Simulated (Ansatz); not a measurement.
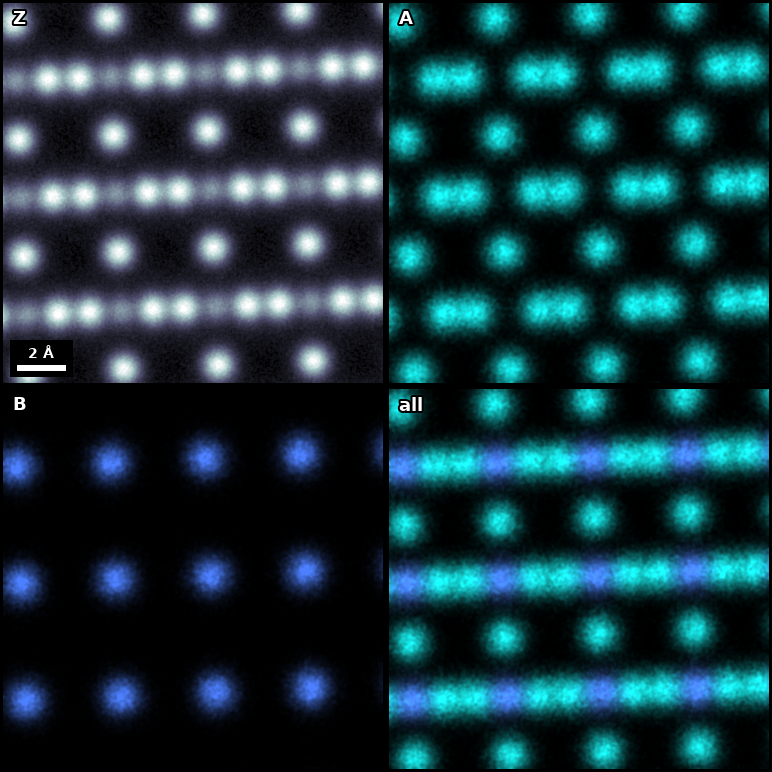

Ti₃Al (P6/mmm, No. 191) along [100]. Panel Z: Simulation: incoherent imaging, intensity Z^1.7 per atom, probe width 0.91 Å, thin sample. The probe carries 25 % of its weight in a tail 2.5 times as wide. The display is stretched by a gamma of 0.65; percentages refer to the linear signal. Shot noise was added. The other panels are simulated element maps (the number of atoms of one element along the beam, blurred by 1.2 Å, with counting noise; each on its own scale, no channelling); the last overlays them. Atomic positions: coordinates from a relaxation with DFT r2SCAN, scalar-relativistic, plane waves, PAW in Ansatz; the starting structure was generated, so it need not be a known form of this composition.

```cif
data_structure
_symmetry_space_group_name_H-M 'P 1'
_symmetry_Int_Tables_number 1
_cell_length_a 4.5251
_cell_length_b 4.5251
_cell_length_c 4.8372
_cell_angle_alpha 90.000
_cell_angle_beta 90.000
_cell_angle_gamma 120.000
_cell_volume 85.78
loop_
_atom_site_label
_atom_site_type_symbol
_atom_site_fract_x
_atom_site_fract_y
_atom_site_fract_z
_atom_site_occupancy
Ti1 Ti 0.00000 0.00000 0.50000 1
Ti2 Ti 0.33333 0.66667 0.00000 1
Ti3 Ti 0.66667 0.33333 0.00000 1
Al1 Al 0.00000 0.00000 0.00000 1
```

> Which element does each lettered map show?

A: Ti, B: Al. The projected cell (3.92 × 4.84 Å, 90°) holds 4 columns: 3 of Ti and 1 of Al. No column is shared by two of the mapped elements.
